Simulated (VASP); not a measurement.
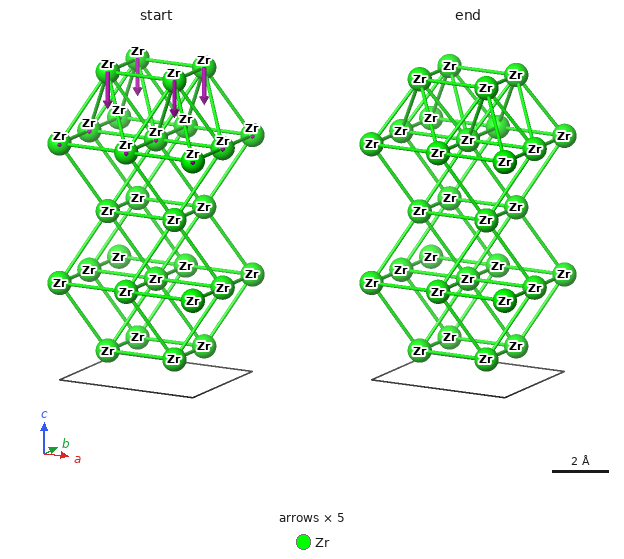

The structure of a slab of composition Zr before (left) and after (right) a relaxation, at one scale. The purple arrows give the displacements, magnified 5 times.

A ball-and-stick model of the 2 × 2 repeat of the cell, outlined in the plane, without the vacuum, seen slightly off an axis.

The run lets the atoms move in a fixed cell. 2 atoms are held fixed.

Level of theory: Kohn-Sham DFT of a periodic cell, PBE with D4, VASP PAW PBE potentials, recommended in VASP 6.6.1.

Input file:
```
SYSTEM = Zr
PREC = Accurate
ENCUT = 520
EDIFF = 1E-7
ISMEAR = 0
SIGMA = 0.05
LREAL = .False.
LASPH = .True.
NELM = 80
ALGO = Normal
ISIF = 2
LWAVE = .False.
LCHARG = .False.
LDIPOL = .True.
IDIPOL = 3
DIPOL = 0.5 0.5 0.500
GGA = PE
IVDW = 13
IBRION = 2
NSW = 60
EDIFFG = -0.01
```

Command:
```bash
cat potpaw_PBE.64/Zr_sv/POTCAR > POTCAR
mpirun -np 1 vasp_std > vasp.out
```

### Describe what moved and what it gained.

The run was cut off at its time limit before the relaxation converged, so the last structure is only a point on the way. After 8 geometry steps the energy has fallen by 99.9 meV per cell of the calculation. Largest force component: 0.64 eV/Å at the start, 0.63 eV/Å at the end. The atom that moves furthest is a Zr atom (0.28 Å along the normal (−c)). The cell doesn't change. Among the contacts that change: Zr–Zr 3.135 → 2.935 Å, Zr–Zr 3.620 → 3.448 Å, Zr–Zr 3.135 → 3.124 Å.
